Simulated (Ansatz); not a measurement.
Input file:

```
crystal:
  lattice:
    - [3.2300563402, 0.0, 0.0]
    - [-1.6150281701, 2.7973108462, 0.0]
    - [0.0, 0.0, 28.6666317632]
  atoms:
    - { symbol: O, position: [0.3333333333, 0.6666666667, 0.2616282255] }
    - { symbol: Zn, position: [0.6666666667, 0.3333333333, 0.2836475183] }
    - { symbol: O, position: [0.6666666667, 0.3333333333, 0.3525730768] }
    - { symbol: Zn, position: [0.3333333333, 0.6666666667, 0.3745923695] }
    - { symbol: O, position: [0.3333333333, 0.6666666667, 0.443517928] }
    - { symbol: Zn, position: [0.6666666667, 0.3333333333, 0.4655372208] }
    - { symbol: O, position: [0.6666666667, 0.3333333333, 0.5344627792] }
    - { symbol: Zn, position: [0.3333333333, 0.6666666667, 0.556482072] }
    - { symbol: O, position: [0.3333333333, 0.6666666667, 0.6254076305] }
    - { symbol: Zn, position: [0.6666666667, 0.3333333333, 0.6474269232] }
    - { symbol: O, position: [0.6666666667, 0.3333333333, 0.7163524817] }
    - { symbol: Zn, position: [0.3333333333, 0.6666666667, 0.7383717745] }
basis:
  ecutwfc: 420
kpoints:
  mp_grid: { grid: [9, 9, 1] }
hamiltonian:
  xc: pbesol
scf:
  occupations: { method: gaussian, width: 0.05 }
output:
  forces: true
  stress: true
  eigenvalues: true
  write_density: true
  write_potential: true
  elf: true
  volumetric_format: npy
efield:
  axis: 3
  dipole_correction: true
  ramp_width: 0.04
```

Command:

```sh
ansatz run input.yaml --threads 1 --pin off --max-ram 3072MiB --backend cpu --events-out ev --progress --plain --runs-dir out
```

Not relaxed (largest force 1.4 eV/Å).

The calculation used DFT PBEsol, scalar-relativistic, plane waves, PAW (Ansatz 0.2.0).

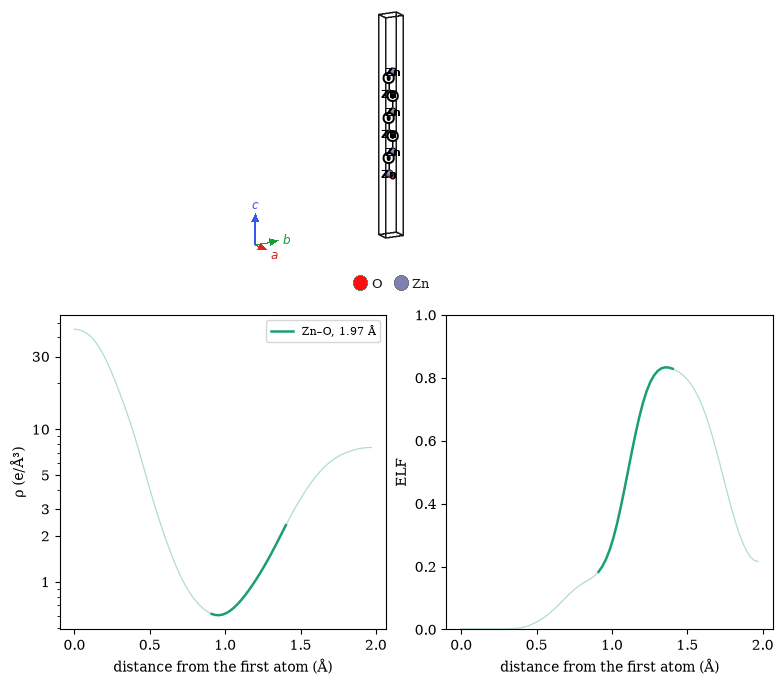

ZnO (slab). Valence charge density (pseudo) and ELF along straight lines between neighbouring atoms. Thin, pale parts lie inside the atomic spheres. The structure is drawn too.

Core electrons are frozen (PAW), and the valence fields are smoothed inside the atomic spheres.

What can be read from the curves?

Zn–O (1.97 Å): ρ at the midpoint is about 0.61 e/Å³; the ELF peaks at about 0.85 in the valence shell of O, 0.6 Å from its nucleus, and is about 0.25 at the midpoint: no localised pair shows between them.
